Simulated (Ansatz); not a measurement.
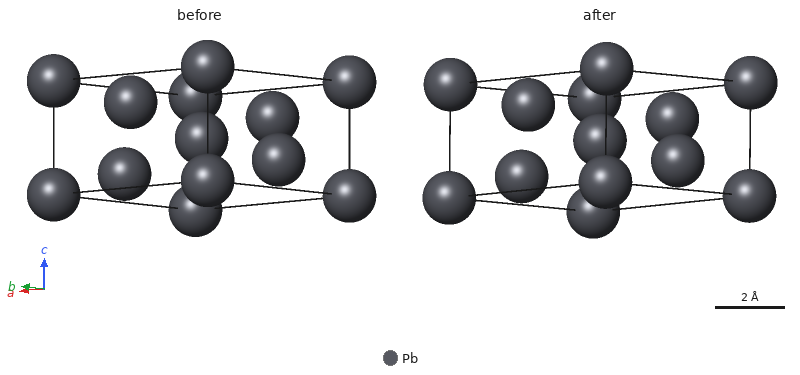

The structure of a crystal of Pb (a generated structure, set up in I4_1/amd) before (left) and after (right) a relaxation, at one scale.

A spheres-only model of the conventional cell (2 times the calculation's cell), seen from a free direction. Lengths and directions refer to the drawn axes.

Phase: beta-Sn type.

Computed with Ansatz 0.2.0, DFT, r2SCAN, plane waves (500 eV) with PAW, scalar-relativistic. Settings: plane-wave cutoff 500 eV; k-point mesh 11 × 11 × 7; occupations fermi dirac; smearing width 0.1 eV; no spin polarisation; cell and atoms relaxed; force threshold 0.01 eV/Å; at most 60 steps.

### What changed between the two?

The energy falls by 3.1 meV per cell of the calculation in 3 accepted moves (4 points after the start). Largest force component: 0.0039 eV/Å at the start, 0.00019 eV/Å at the end. Pressure: 0.45 GPa at the start and 0.01 GPa at the end. The SCF was repeated once at an unchanged geometry on a basis and grid sized afresh for the cell, which shifted the energy by less than 0.05 meV per cell of the calculation at most. The largest moves relative to the cell, 0.010 Å, are those of Pb atoms. The drawn cell changes as follows: a = b 6.156 → 6.201 Å (+0.7 %), c 3.361 → 3.346 Å (−0.4 %), α 90.0° → 90.9°, β 90.0° → 90.9°, γ 90.0° → 89.2°; the volume changes by +1.0 %. Near-neighbour distances that change, for instance: Pb–Pb 3.191 → 3.212 Å, Pb–Pb 3.361 → 3.346 Å. The space group (tolerance 0.01 Å) goes from I4_1/amd (No. 141) to C2/c (No. 15). Cost: 3.3 min on 1 thread of Intel(R) Xeon(R) Platinum 8259CL CPU @ 2.50GHz (Skylake/Cascade Lake), on a shared host, peak memory 0.96 GiB.
